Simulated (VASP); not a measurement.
## Cu: optical-spectrum calculation (part 2 of 3)

The same run, continued: Cu (Fm-3m, 1 atom in the cell); Kohn-Sham DFT of a periodic cell, r2SCAN, VASP PAW PBE potentials, recommended, no spin polarisation (VASP 6.6.1); cutoff 520 eV, 30×30×30 k-mesh, Gaussian smearing of 0.1 eV. The structure derives from an entry of the Crystallography Open Database.

Geometry of the input (Å; fractional positions):
```
0.0000  1.7908  1.7908
1.7908  -0.0000  1.7908
1.7908  1.7908  -0.0000
Cu 0.0000  0.0000  0.0000
```

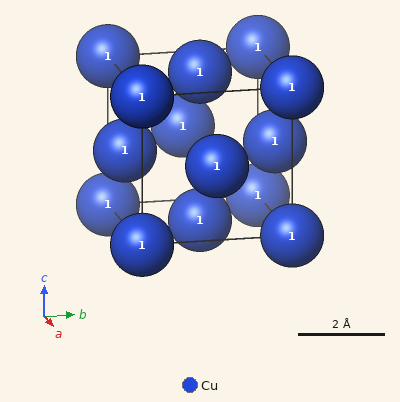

Fig. 1: The structure (spheres-only view of the cell 4 times as large as that of the calculation, set on its symmetry axes, seen slightly off an axis; atoms are numbered from 1 in the order of the input).

### Parts of OUTCAR, continued
```
 POSITION                                       TOTAL-FORCE (eV/Angst)
 -----------------------------------------------------------------------------------
      0.00000      0.00000      0.00000         0.000000      0.000000     -0.000000
 -----------------------------------------------------------------------------------
    total drift:                                0.000000      0.000000      0.000000

  FREE ENERGIE OF THE ION-ELECTRON SYSTEM (eV)
  ---------------------------------------------------
  free  energy   TOTEN  =       -10.8277274698 eV

  energy  without entropy=      -10.8265477745  energy(sigma->0) =      -10.82713762

 electrical conductivity sigma (Mega S m-1) (frequency dependency in vasprun.xml)
  --------------------------------------------------------------------------------------
       0.155      -0.000       0.000
       0.000       0.155      -0.000
      -0.000      -0.000       0.155

  frequency dependent IMAGINARY DIELECTRIC FUNCTION (independent particle, no local field effects) density-density
     E(ev)      X         Y         Z        XY        YZ        ZX
  --------------------------------------------------------------------------------------------------------------
     0.00000     0.00000     0.00000     0.00000     0.00000     0.00000     0.00000
     1.19858     0.30652     0.30652     0.30652    -0.00000    -0.00000    -0.00000
     2.39715     6.96764     6.96764     6.96764    -0.00000     0.00000    -0.00000
     3.59573     5.74267     5.74267     5.74267     0.00000     0.00000    -0.00000
     4.79430     5.74857     5.74857     5.74857     0.00000     0.00000     0.00000
     5.99288     4.13442     4.13442     4.13442     0.00000     0.00000    -0.00000
     7.19145     2.82337     2.82337     2.82337    -0.00000    -0.00000     0.00000
     8.39003     2.49279     2.49279     2.49279     0.00000    -0.00000    -0.00000
     9.58860     2.09672     2.09672     2.09672     0.00000    -0.00000     0.00000
    10.78718     1.53849     1.53849     1.53849     0.00000    -0.00000    -0.00000
    11.98575     1.57691     1.57691     1.57691    -0.00000    -0.00000     0.00000
    13.18433     1.60135     1.60135     1.60135    -0.00000    -0.00000     0.00000
    14.38290     1.58451     1.58451     1.58451     0.00000     0.00000    -0.00000
    15.58148     1.61096     1.61096     1.61096     0.00000     0.00000     0.00000
    16.78005     1.35924     1.35924     1.35924     0.00000    -0.00000     0.00000
    17.97863     1.15137     1.15137     1.15137    -0.00000     0.00000    -0.00000
    19.17720     0.93686     0.93686     0.93686     0.00000     0.00000     0.00000
    20.37578     0.73899     0.73899     0.73899     0.00000     0.00000    -0.00000
    21.57435     0.68854     0.68854     0.68854    -0.00000     0.00000    -0.00000
    22.77293     0.63539     0.63539     0.63539     0.00000     0.00000    -0.00000
    23.97150     0.69941     0.69941     0.69941    -0.00000    -0.00000     0.00000
    25.17008     0.96652     0.96652     0.96652    -0.00000    -0.00000    -0.00000
    26.36865     0.87880     0.87880     0.87880     0.00000    -0.00000     0.00000
    27.56723     0.67381     0.67381     0.67381     0.00000     0.00000    -0.00000
    28.76580     0.48914     0.48914     0.48914     0.00000    -0.00000     0.00000
    29.96438     0.34917     0.34917     0.34917     0.00000    -0.00000    -0.00000
    31.16295     0.36242     0.36242     0.36242     0.00000    -0.00000    -0.00000
    32.36153     0.38399     0.38399     0.38399     0.00000     0.00000    -0.00000
    33.56010     0.32641     0.32641     0.32641    -0.00000     0.00000     0.00000
    34.75868     0.33479     0.33479     0.33479    -0.00000     0.00000    -0.00000
    35.95725     0.35616     0.35616     0.35616    -0.00000    -0.00000    -0.00000
    37.15583     0.30836     0.30836     0.30836    -0.00000     0.00000     0.00000
    38.35440     0.30788     0.30788     0.30788     0.00000     0.00000    -0.00000
    39.55298     0.29674     0.29674     0.29674    -0.00000    -0.00000     0.00000
    40.75155     0.28010     0.28010     0.28010     0.00000     0.00000    -0.00000
    41.95013     0.28399     0.28399     0.28399     0.00000    -0.00000     0.00000
    43.14870     0.28841     0.28841     0.28841     0.00000     0.00000     0.00000
    44.34728     0.27160     0.27160     0.27160     0.00000     0.00000    -0.00000
    45.54585     0.26122     0.26122     0.26122    -0.00000    -0.00000     0.00000
    46.74443     0.27278     0.27278     0.27278    -0.00000    -0.00000     0.00000
    47.94300     0.27360     0.27360     0.27360     0.00000     0.00000     0.00000
    49.14158     0.28353     0.28353     0.28353    -0.00000     0.00000     0.00000
    50.34015     0.25168     0.25168     0.25168     0.00000    -0.00000    -0.00000
    51.53873     0.24038     0.24038     0.24038    -0.00000     0.00000     0.00000
    52.73730     0.22731     0.22731     0.22731     0.00000     0.00000    -0.00000
    53.93588     0.21979     0.21979     0.21979    -0.00000    -0.00000    -0.00000
    55.13445     0.21236     0.21236     0.21236     0.00000     0.00000     0.00000
    56.33303     0.18740     0.18740     0.18740    -0.00000    -0.00000    -0.00000
    57.53160     0.17613     0.17613     0.17613    -0.00000    -0.00000     0.00000
    58.73018     0.16630     0.16630     0.16630    -0.00000    -0.00000    -0.00000
    59.92875     0.18984     0.18984     0.18984     0.00000    -0.00000    -0.00000
    61.12733     0.19583     0.19583     0.19583    -0.00000     0.00000    -0.00000
    62.32590     0.20761     0.20761     0.20761    -0.00000     0.00000     0.00000
    63.52448     0.20683     0.20683     0.20683    -0.00000    -0.00000    -0.00000
    64.72305     0.18442     0.18442     0.18442     0.00000    -0.00000     0.00000
    65.92163     0.15236     0.15236     0.15236     0.00000     0.00000     0.00000
    67.12020     0.15594     0.15594     0.15594     0.00000    -0.00000    -0.00000
    68.31878     0.16335     0.16335     0.16335     0.00000    -0.00000    -0.00000
    69.51735     0.15945     0.15945     0.15945    -0.00000    -0.00000    -0.00000
    70.71593     0.17053     0.17053     0.17053    -0.00000     0.00000     0.00000
    71.91450     0.17002     0.17002     0.17002     0.00000     0.00000    -0.00000
    73.11308     0.20128     0.20128     0.20128     0.00000     0.00000    -0.00000
    74.31165     0.17946     0.17946     0.17946     0.00000     0.00000     0.00000
    75.51023     0.16201     0.16201     0.16201    -0.00000     0.00000    -0.00000
    76.70880     0.15800     0.15800     0.15800     0.00000    -0.00000     0.00000
    77.90738     0.17128     0.17128     0.17128     0.00000    -0.00000    -0.00000
    79.10595     0.17197     0.17197     0.17197     0.00000     0.00000    -0.00000
    80.30453     0.18267     0.18267     0.18267    -0.00000    -0.00000    -0.00000
    81.50310     0.30453     0.30453     0.30453     0.00000     0.00000    -0.00000
    82.70168     0.39717     0.39717     0.39717    -0.00000     0.00000    -0.00000
    83.90025     0.41316     0.41316     0.41316    -0.00000     0.00000     0.00000
    85.09883     0.15887     0.15887     0.15887    -0.00000    -0.00000     0.00000
    86.29740     0.11113     0.11113     0.11113    -0.00000     0.00000     0.00000
    87.49598     0.09825     0.09825     0.09825     0.00000    -0.00000    -0.00000
    88.69455     0.11298     0.11298     0.11298     0.00000    -0.00000     0.00000
    89.89313     0.07332     0.07332     0.07332     0.00000     0.00000    -0.00000
    91.09170     0.02173     0.02173     0.02173    -0.00000    -0.00000    -0.00000
    92.29028     0.00771     0.00771     0.00771    -0.00000    -0.00000     0.00000
    93.48885     0.00355     0.00355     0.00355    -0.00000    -0.00000     0.00000
    94.68743     0.00243     0.00243     0.00243     0.00000     0.00000     0.00000
    95.88600     0.00165     0.00165     0.00165     0.00000    -0.00000     0.00000
    97.08458     0.00103     0.00103     0.00103     0.00000     0.00000    -0.00000
    98.28315     0.00086     0.00086     0.00086     0.00000     0.00000    -0.00000
    99.48173     0.00065     0.00065     0.00065     0.00000    -0.00000     0.00000
   100.68030     0.00057     0.00057     0.00057     0.00000    -0.00000     0.00000
   101.87888     0.00051     0.00051     0.00051     0.00000    -0.00000     0.00000
   103.07745     0.00046     0.00046     0.00046     0.00000    -0.00000     0.00000
   104.27603     0.00042     0.00042     0.00042     0.00000    -0.00000     0.00000
   105.47460     0.00038     0.00038     0.00038     0.00000    -0.00000     0.00000
   106.67318     0.00035     0.00035     0.00035     0.00000    -0.00000     0.00000
   107.87175     0.00033     0.00033     0.00033     0.00000    -0.00000     0.00000
   109.07033     0.00030     0.00030     0.00030     0.00000    -0.00000     0.00000
   110.26890     0.00028     0.00028     0.00028     0.00000    -0.00000     0.00000
   111.46748     0.00027     0.00027     0.00027     0.00000    -0.00000     0.00000
   112.66605     0.00025     0.00025     0.00025     0.00000    -0.00000     0.00000
   113.86463     0.00023     0.00023     0.00023     0.00000    -0.00000     0.00000
   115.06320     0.00022     0.00022     0.00022     0.00000    -0.00000     0.00000
   116.26178     0.00021     0.00021     0.00021     0.00000    -0.00000     0.00000
   117.46035     0.00020     0.00020     0.00020     0.00000    -0.00000     0.00000
   118.65893     0.00019     0.00019     0.00019     0.00000    -0.00000     0.00000

  frequency dependent      REAL DIELECTRIC FUNCTION (independent particle, no local field effects) density-density
     E(ev)        X           Y           Z          XY          YZ          ZX
  --------------------------------------------------------------------------------------------------------------
     0.00000     7.89124     7.89124     7.89124    -0.00000    -0.00000    -0.00000
     1.19858     9.16839     9.16839     9.16839    -0.00000    -0.00000    -0.00000
     2.39715     7.36960     7.36960     7.36960     0.00000     0.00000    -0.00000
     3.59573     3.88020     3.88020     3.88020     0.00000     0.00000     0.00000
     4.79430     3.20660     3.20660     3.20660     0.00000     0.00000     0.00000
     5.99288     0.43244     0.43244     0.43244    -0.00000    -0.00000    -0.00000
     7.19145     0.80703     0.80703     0.80703     0.00000    -0.00000    -0.00000
     8.39003     0.68679     0.68679     0.68679    -0.00000    -0.00000    -0.00000
     9.58860     0.66094     0.66094     0.66094     0.00000    -0.00000     0.00000
    10.78718     0.79096     0.79096     0.79096     0.00000     0.00000     0.00000
    11.98575     0.99488     0.99488     0.99488    -0.00000     0.00000     0.00000
    13.18433     1.04513     1.04513     1.04513    -0.00000     0.00000    -0.00000
    14.38290     0.91141     0.91141     0.91141    -0.00000    -0.00000     0.00000
    15.58148     0.80227     0.80227     0.80227     0.00000     0.00000    -0.00000
    16.78005     0.50094     0.50094     0.50094     0.00000     0.00000    -0.00000
    17.97863     0.54048     0.54048     0.54048    -0.00000    -0.00000    -0.00000
    19.17720     0.48450     0.48450     0.48450    -0.00000    -0.00000     0.00000
    20.37578     0.55655     0.55655     0.55655    -0.00000     0.00000     0.00000
    21.57435     0.66641     0.66641     0.66641    -0.00000    -0.00000     0.00000
    22.77293     0.76601     0.76601     0.76601    -0.00000    -0.00000    -0.00000
    23.97150     0.94271     0.94271     0.94271     0.00000    -0.00000     0.00000
    25.17008     0.82091     0.82091     0.82091    -0.00000    -0.00000    -0.00000
    26.36865     0.55253     0.55253     0.55253    -0.00000    -0.00000    -0.00000
    27.56723     0.46568     0.46568     0.46568     0.00000    -0.00000     0.00000
    28.76580     0.50033     0.50033     0.50033     0.00000    -0.00000     0.00000
    29.96438     0.60974     0.60974     0.60974     0.00000    -0.00000    -0.00000
    31.16295     0.76266     0.76266     0.76266    -0.00000    -0.00000     0.00000
    32.36153     0.70638     0.70638     0.70638    -0.00000    -0.00000     0.00000
    33.56010     0.73614     0.73614     0.73614     0.00000    -0.00000     0.00000
    34.75868     0.78983     0.78983     0.78983     0.00000    -0.00000    -0.00000
    35.95725     0.79053     0.79053     0.79053     0.00000     0.00000    -0.00000
    37.15583     0.79253     0.79253     0.79253    -0.00000    -0.00000    -0.00000
    38.35440     0.80108     0.80108     0.80108     0.00000    -0.00000     0.00000
    39.55298     0.79253     0.79253     0.79253     0.00000     0.00000     0.00000
    40.75155     0.83415     0.83415     0.83415     0.00000     0.00000    -0.00000
    41.95013     0.82805     0.82805     0.82805     0.00000    -0.00000     0.00000
    43.14870     0.81972     0.81972     0.81972     0.00000     0.00000    -0.00000
    44.34728     0.86686     0.86686     0.86686     0.00000     0.00000    -0.00000
    45.54585     0.84859     0.84859     0.84859    -0.00000    -0.00000    -0.00000
    46.74443     0.84567     0.84567     0.84567    -0.00000     0.00000    -0.00000
    47.94300     0.86563     0.86563     0.86563    -0.00000    -0.00000    -0.00000
    49.14158     0.84607     0.84607     0.84607     0.00000    -0.00000     0.00000
    50.34015     0.84809     0.84809     0.84809    -0.00000    -0.00000    -0.00000
    51.53873     0.83410     0.83410     0.83410     0.00000    -0.00000     0.00000
    52.73730     0.84102     0.84102     0.84102    -0.00000    -0.00000    -0.00000
    53.93588     0.84166     0.84166     0.84166    -0.00000    -0.00000     0.00000
    55.13445     0.83551     0.83551     0.83551    -0.00000    -0.00000    -0.00000
    56.33303     0.86409     0.86409     0.86409    -0.00000    -0.00000     0.00000
    57.53160     0.85693     0.85693     0.85693    -0.00000    -0.00000     0.00000
    58.73018     0.87611     0.87611     0.87611    -0.00000    -0.00000     0.00000
    59.92875     0.90164     0.90164     0.90164    -0.00000    -0.00000     0.00000
    61.12733     0.89363     0.89363     0.89363     0.00000    -0.00000     0.00000
    62.32590     0.89851     0.89851     0.89851     0.00000     0.00000    -0.00000
    63.52448     0.86332     0.86332     0.86332    -0.00000     0.00000     0.00000
    64.72305     0.84708     0.84708     0.84708     0.00000     0.00000     0.00000
    65.92163     0.86987     0.86987     0.86987    -0.00000    -0.00000    -0.00000
    67.12020     0.88573     0.88573     0.88573    -0.00000    -0.00000     0.00000
    68.31878     0.90214     0.90214     0.90214     0.00000    -0.00000     0.00000
    69.51735     0.91340     0.91340     0.91340    -0.00000    -0.00000     0.00000
    70.71593     0.92351     0.92351     0.92351    -0.00000     0.00000    -0.00000
    71.91450     0.90789     0.90789     0.90789     0.00000     0.00000    -0.00000
    73.11308     0.90006     0.90006     0.90006     0.00000     0.00000     0.00000
    74.31165     0.88520     0.88520     0.88520    -0.00000    -0.00000     0.00000
    75.51023     0.89094     0.89094     0.89094     0.00000     0.00000    -0.00000
    76.70880     0.91341     0.91341     0.91341     0.00000    -0.00000    -0.00000
    77.90738     0.91998     0.91998     0.91998    -0.00000    -0.00000     0.00000
    79.10595     0.91730     0.91730     0.91730     0.00000     0.00000     0.00000
    80.30453     0.96929     0.96929     0.96929     0.00000    -0.00000     0.00000
    81.50310     0.99310     0.99310     0.99310    -0.00000     0.00000    -0.00000
    82.70168     0.89445     0.89445     0.89445     0.00000     0.00000     0.00000
    83.90025     0.67209     0.67209     0.67209     0.00000    -0.00000     0.00000
    85.09883     0.60507     0.60507     0.60507    -0.00000    -0.00000    -0.00000
    86.29740     0.70224     0.70224     0.70224    -0.00000    -0.00000    -0.00000
    87.49598     0.72601     0.72601     0.72601    -0.00000     0.00000    -0.00000
    88.69455     0.74141     0.74141     0.74141     0.00000     0.00000    -0.00000
    89.89313     0.71696     0.71696     0.71696    -0.00000    -0.00000    -0.00000
    91.09170     0.73472     0.73472     0.73472     0.00000     0.00000     0.00000
    92.29028     0.77129     0.77129     0.77129     0.00000     0.00000    -0.00000
    93.48885     0.79579     0.79579     0.79579     0.00000     0.00000    -0.00000
    94.68743     0.81353     0.81353     0.81353     0.00000     0.00000    -0.00000
    95.88600     0.82673     0.82673     0.82673    -0.00000     0.00000    -0.00000
    97.08458     0.83805     0.83805     0.83805    -0.00000     0.00000    -0.00000
    98.28315     0.84750     0.84750     0.84750    -0.00000     0.00000    -0.00000
    99.48173     0.85572     0.85572     0.85572    -0.00000     0.00000    -0.00000
   100.68030     0.86294     0.86294     0.86294    -0.00000     0.00000    -0.00000
   101.87888     0.86934     0.86934     0.86934    -0.00000     0.00000    -0.00000
   103.07745     0.87511     0.87511     0.87511    -0.00000     0.00000    -0.00000
   104.27603     0.88033     0.88033     0.88033    -0.00000     0.00000    -0.00000
   105.47460     0.88511     0.88511     0.88511    -0.00000     0.00000    -0.00000
   106.67318     0.88950     0.88950     0.88950    -0.00000    -0.00000    -0.00000
   107.87175     0.89357     0.89357     0.89357    -0.00000    -0.00000    -0.00000
   109.07033     0.89734     0.89734     0.89734    -0.00000    -0.00000    -0.00000
   110.26890     0.90085     0.90085     0.90085    -0.00000    -0.00000    -0.00000
   111.46748     0.90414     0.90414     0.90414    -0.00000    -0.00000    -0.00000
   112.66605     0.90722     0.90722     0.90722    -0.00000    -0.00000    -0.00000
   113.86463     0.91012     0.91012     0.91012    -0.00000    -0.00000    -0.00000
   115.06320     0.91285     0.91285     0.91285    -0.00000    -0.00000    -0.00000
   116.26178     0.91543     0.91543     0.91543    -0.00000    -0.00000    -0.00000
   117.46035     0.91788     0.91788     0.91788    -0.00000    -0.00000    -0.00000
   118.65893     0.92020     0.92020     0.92020    -0.00000    -0.00000    -0.00000
```
